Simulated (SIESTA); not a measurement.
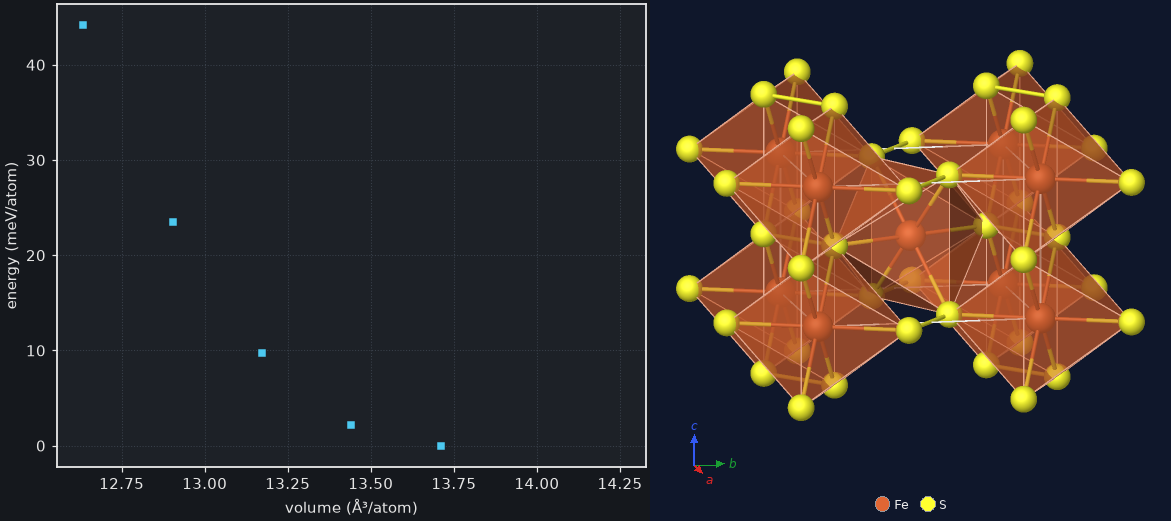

The figure shows the energy against volume for FeS₂, space group Pnnm (No. 58). The conventional cell is drawn beside the plot.

Cell as given: a = 4.440 Å, b = 5.390 Å, c = 3.370 Å, α = 90.00°, β = 90.00°, γ = 90.00°; 6 atoms.

Method: DFT in numerical atomic orbitals with pseudopotentials, collinear spins; energies at scaled volumes of the given cell, shape and fractions fixed, counted from the fit's minimum, third-order Birch-Murnaghan fit (SIESTA 5.4.2). Level: PBE, collinear spin.

k mesh 4×4×6; occupations Fermi–Dirac; smearing width 0.05 eV; potentials PseudoDojo 0.4 standard, converted to PSML, two zetas on semicore shells; program settings basis TZP, mesh cutoff 800 Ry.

The points at volume 13.98 Å³/atom and 14.25 Å³/atom are left out of the plot. What values does the calculation give there?

```csv
volume (Å³/atom),energy (meV/atom)
13.98,2.88
14.25,10.13
```

Caveats: short basis over semicore shells; shape and atomic fractions are frozen while scaling, which makes layered, chain and framework solids too stiff.
